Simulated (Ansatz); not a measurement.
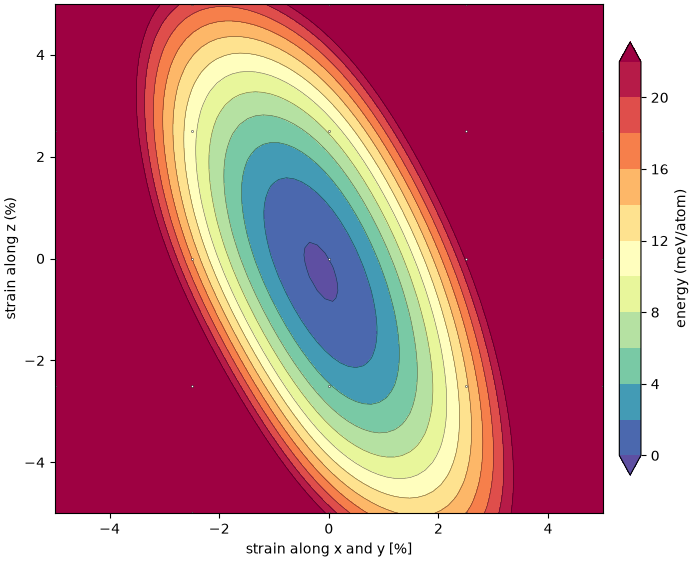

GaN (F-43m, No. 216; 2 atoms in the cell). The cell is strained homogeneously, by one strain along x and y and another along z, with fractional coordinates fixed (x, y and z along the cube axes). The first coordinate is: strain along x and y; the second: strain along z. The scan uses a 5 × 5 grid. Energies: meV/atom, counted from the lowest grid point. The reference cell is the one listed in the database, not relaxed at this level. These are results of DFT r2SCAN, scalar-relativistic, plane waves, PAW (Ansatz), not measurements. Settings: cutoff 500 eV, k-mesh 10×10×10, gaussian smearing 0.05 eV, no spin polarisation.

Drawn: filled contours, dots at the grid points, one colour for all values above the top of the scale. Between grid points the surface is interpolated.

Q: Estimate the clamped-ion elastic constants that this map fixes.

A: With the cell volume of 22.9 Å³, the curvatures of the interpolated surface at its minimum give C₁₁ + C₂₂ + 2C₁₂ ≈ 870 GPa, C₃₃ ≈ 280 GPa and C₁₃ + C₂₃ ≈ 300 GPa (clamped ions, Cartesian axes of the cell). A stretch of 1 % along z with free sides (kept equal in x and y) would change the in-plane lengths by about −0.35 %.
